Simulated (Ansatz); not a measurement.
System: ZrH₃.

Space group Pm-3m; the calculation finds a residual pressure of about −5 GPa at this fixed cell. The cell comes from a database of computed structures, not from a measurement.

```cif
data_structure
_symmetry_space_group_name_H-M 'P 1'
_symmetry_Int_Tables_number 1
_cell_length_a 3.1260
_cell_length_b 3.1260
_cell_length_c 3.1260
_cell_angle_alpha 90.000
_cell_angle_beta 90.000
_cell_angle_gamma 90.000
_cell_volume 30.55
loop_
_atom_site_label
_atom_site_type_symbol
_atom_site_fract_x
_atom_site_fract_y
_atom_site_fract_z
_atom_site_occupancy
Zr1 Zr 0.00000 0.00000 0.00000 1
H1 H 0.00000 0.50000 0.50000 1
H2 H 0.50000 0.00000 0.50000 1
H3 H 0.50000 0.50000 0.00000 1
```

Theory: DFT PBEsol, scalar-relativistic, plane waves, PAW (Ansatz 0.2.0).

### Which states lie at the band edges, or at the Fermi level if it is a metal?

The calculation finds no gap at the Fermi level.
The states at the Fermi level: Zr 4d (90 %) by Löwdin projection on a minimal orbital set; in space Zr about 70 % and H about 30 %. The two measures disagree here: the projection uses a minimal set of atomic orbitals, while the spatial cells share out diffuse density by volume.

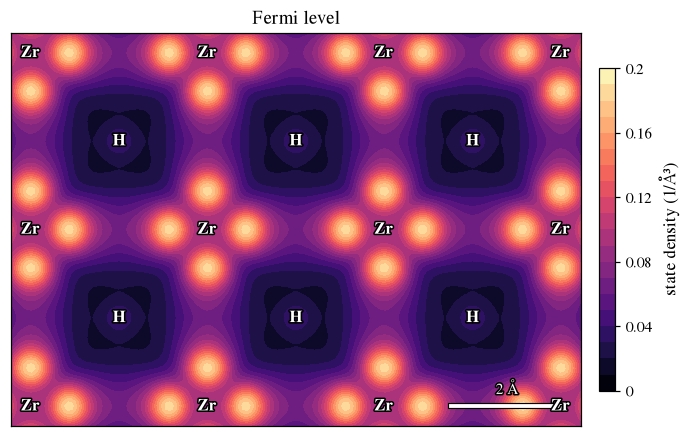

Computed densities of these states (window −0.25 to +0.25 eV about the Fermi level) on the (001) plane of the conventional cell.

Core electrons are frozen (PAW), so the fields are smoothed inside the atomic spheres.

The run took 4 s on 1 thread of Arm Neoverse N1, with other jobs on the host, peak memory 0.31 GiB.
